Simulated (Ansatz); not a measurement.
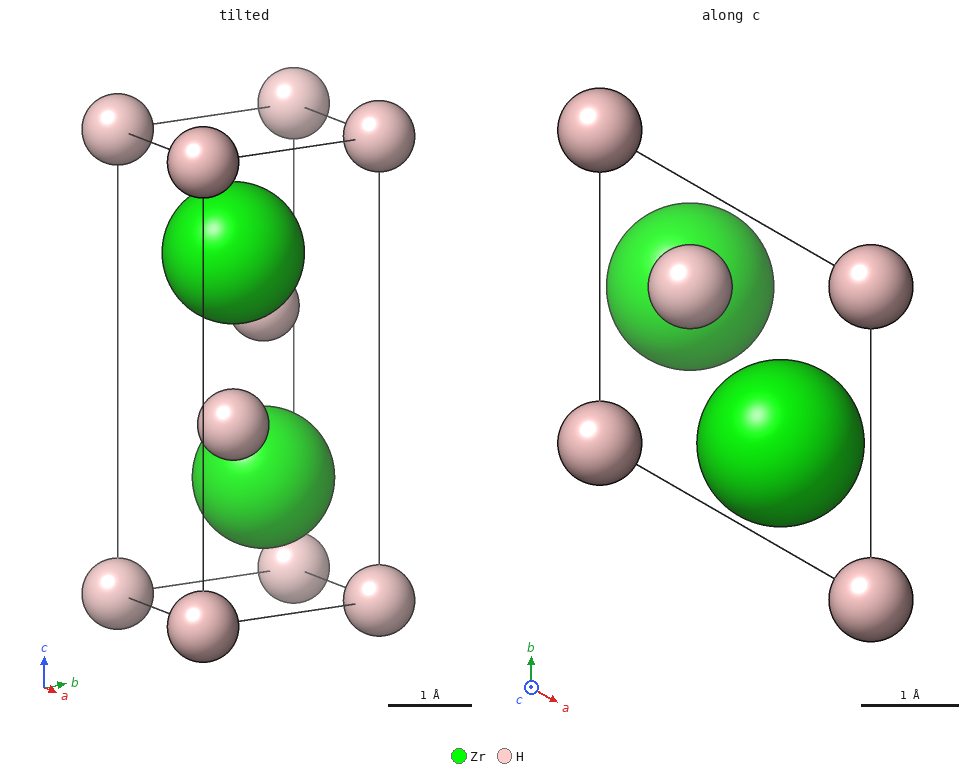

Crystal structure, spheres-only style, seen slightly off an axis and along the c axis. Lines trace the edges of the conventional unit cell. Cell: a = 3.25 Å, b = 3.25 Å, c = 5.71 Å, α = 90.00°, β = 90.00°, γ = 120.00°.

Origin of the cell: a structure type filled with these elements by a generator (whether the compound takes this form wasn't checked). Earlier steps of the study may have refined or changed the cell and positions. It went into a calculation with Ansatz.

> What structure is drawn here?

The material is Zr$_{2}$H$_{3}$. Space group: P-3m1 (No. 164). Lattice: primitive hexagonal. Counting shared atoms by their share gives 2 Zr, 3 H, or 5 atoms. The neighbours of Zr are seven H at about 2.1 to 2.3 Å. H takes two kinds of site: 1a with six Zr in an octahedral arrangement at about 2.3 Å; 2d with four Zr in a distorted tetrahedral arrangement at about 2.1 Å. Not all metal-metal contacts are counted.

Electronic-structure method: DFT r2SCAN, scalar-relativistic, plane waves, PAW (Ansatz 0.2.0). Parameters: an energy cutoff of 500 eV, k-grid 12×12×8, Gaussian smearing of 0.1 eV, no spin polarisation.

> How large a gap does the method give, if there is one?

A metal: bands cross the Fermi level.

> What charge does Bader's analysis assign to each element?

Zr +1.19 e; H -0.79 e.

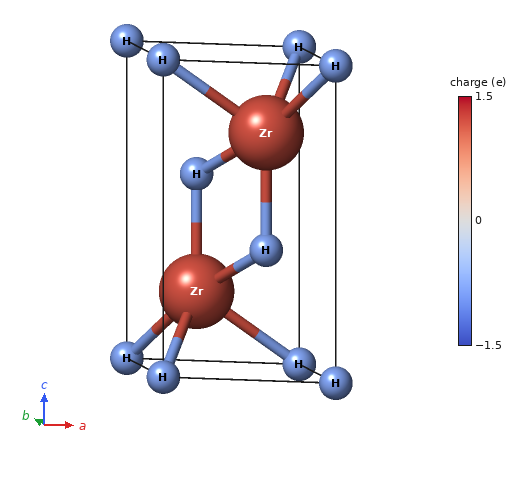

The atoms coloured by those charges. The run's cell of 5 atoms is drawn.

> Has the structure come to rest?

No. The largest force is 0.02 eV/Å. The pressure is -0.5 GPa, so the cell would contract.
